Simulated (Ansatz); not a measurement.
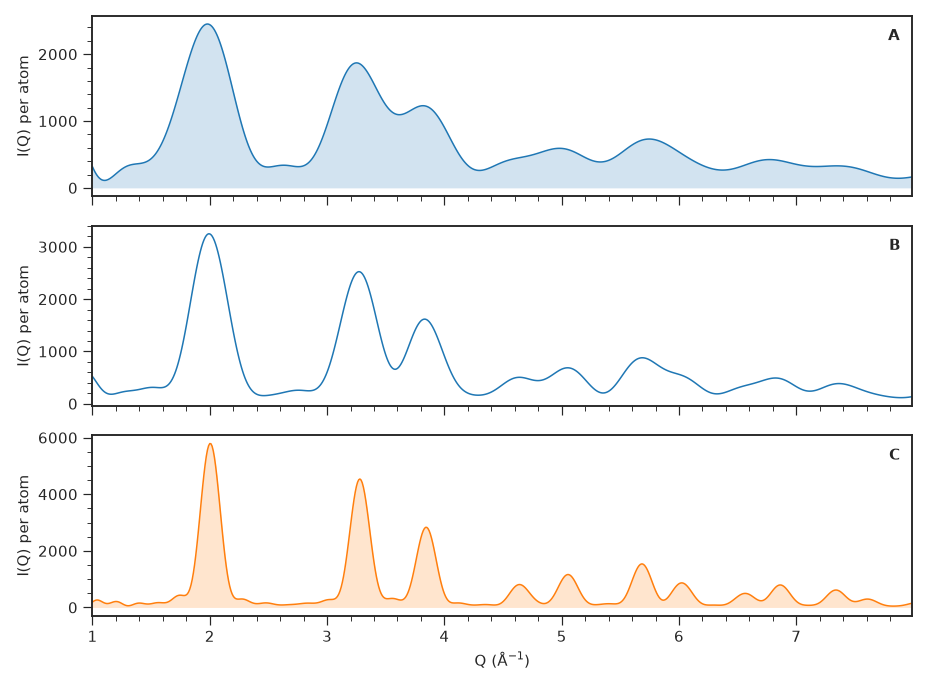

X-ray scattering of spheres cut from the crystal structure of Ru (Fd-3m, a = 5.413 Å, b = 5.413 Å, c = 5.413 Å, α = 90.00°, β = 90.00°, γ = 90.00°), calculated atom by atom with the Debye equation (B = 0.5 Å², no relaxation of the surface). It is based on the geometry relaxed with Ansatz, DFT r2SCAN, scalar-relativistic, plane waves, PAW; the starting structure was generated, so it need not be a known form of this composition.

Question: The spheres are 14, 20 and 36 Å across. Which curve is which?

Answer: curve A: 14 Å (71 atoms); curve B: 20 Å (191 atoms); curve C: 36 Å (1231 atoms). Peak widths go roughly as 2π/D, so the largest sphere has the sharpest peaks.

Question: Index the main peaks of the largest sphere.

Answer: Q ≈ 2.00 Å⁻¹: 111; Q ≈ 3.28 Å⁻¹: 220; Q ≈ 3.84 Å⁻¹: 311; Q ≈ 4.64 Å⁻¹: 400; Q ≈ 5.05 Å⁻¹: 331; Q ≈ 5.68 Å⁻¹: 422.
